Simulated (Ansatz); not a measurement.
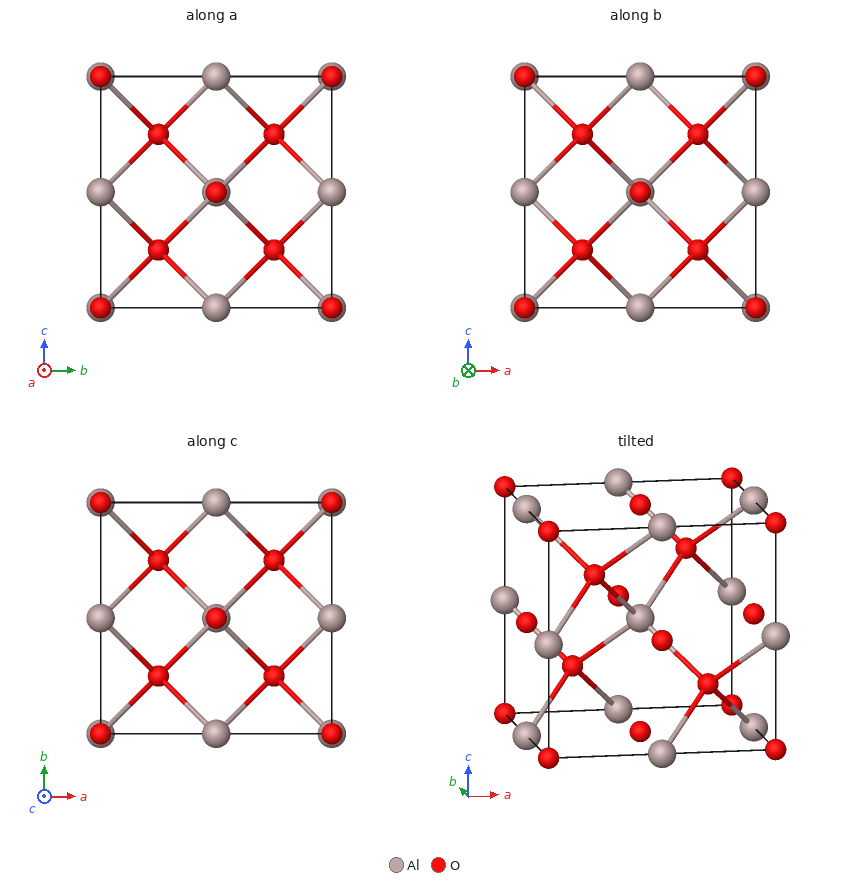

Ball-and-stick representation of a periodic structure, projected along the a axis, along the b axis, along the c axis and slightly off an axis. Thin lines show the conventional unit cell, with boundary atoms drawn in all their periodic places.

Lattice parameters: a = 4.8869 Å, b = 4.8869 Å, c = 4.8869 Å, α = 90.000°, β = 90.000°, γ = 90.000°.

**Record the structure as a CIF in P1 with every atom of the cell.**

```cif
data_structure
_symmetry_space_group_name_H-M 'P 1'
_symmetry_Int_Tables_number 1
_cell_length_a 4.8869
_cell_length_b 4.8869
_cell_length_c 4.8869
_cell_angle_alpha 90.000
_cell_angle_beta 90.000
_cell_angle_gamma 90.000
_cell_volume 116.71
loop_
_atom_site_label
_atom_site_type_symbol
_atom_site_fract_x
_atom_site_fract_y
_atom_site_fract_z
_atom_site_occupancy
Al1 Al 0.5000 0.0000 0.0000 1
O1 O 0.0000 0.0000 0.0000 1
O2 O 0.2500 0.7500 0.2500 1
Al2 Al 0.5000 0.5000 0.5000 1
O3 O 0.0000 0.5000 0.5000 1
O4 O 0.2500 0.2500 0.7500 1
Al3 Al 0.0000 0.0000 0.5000 1
O5 O 0.5000 0.0000 0.5000 1
O6 O 0.7500 0.7500 0.7500 1
Al4 Al 0.0000 0.5000 0.0000 1
O7 O 0.5000 0.5000 0.0000 1
O8 O 0.7500 0.2500 0.2500 1
```

Starting structure: a random cell made by a generator, so it need not be a real form of the compound. Earlier steps of the study may have refined or changed the cell and positions. A calculation with Ansatz used it as input.
